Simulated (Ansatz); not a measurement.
```
Si Ni
1.0
     2.99635    0.00000    0.00000
     0.00000    3.24077    0.00000
     0.00000    0.00000    4.69776
Si Ni
2 2
Cartesian
  1.4982 1.6204 3.9569
  0.0000 0.0000 0.7408
  1.4982 1.6204 1.6171
  0.0000 0.0000 3.0807
```

Space group Pmmn; changed on purpose from its base cell (equal xx and yy strain of -1 %, PAW files); computed pressure about 5 GPa in this cell; the program warned that a starting moment wasn't kept; spin-polarised, but the moments vanished.

Method: Ansatz, DFT, PBE, PAW with Ansatz's default frozen-core files, scalar-relativistic.

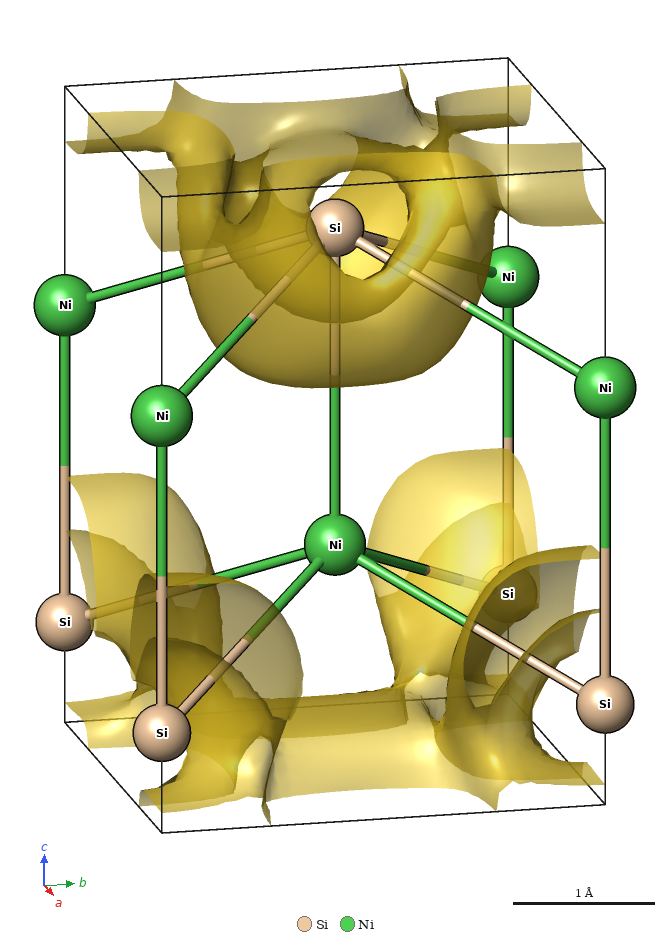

SiNi. Isosurface of the electron localisation function at 0.55 (yellow), seen slightly off an axis. Only the valence region is drawn (cores and ρ < 0.01 e/Å³ removed). Sticks mark near contacts.

Core electrons are frozen (PAW), and the valence fields are smoothed inside the atomic spheres.

Q: Where are the electrons localised?

A: At this value the surface marks out sheets that run through the cell in two directions, counted in one cell of 4 atoms. Any copies at cell faces, edges or corners count once. Profiles from the grid: Si–Ni (2.34 Å): the ELF peaks at about 0.70 in the valence shell of Si, 0.9 Å from its nucleus, and is about 0.45 at the midpoint.

Q: Metal or insulator at this level of theory?

A: It is gapless in this calculation (a metal or semimetal).
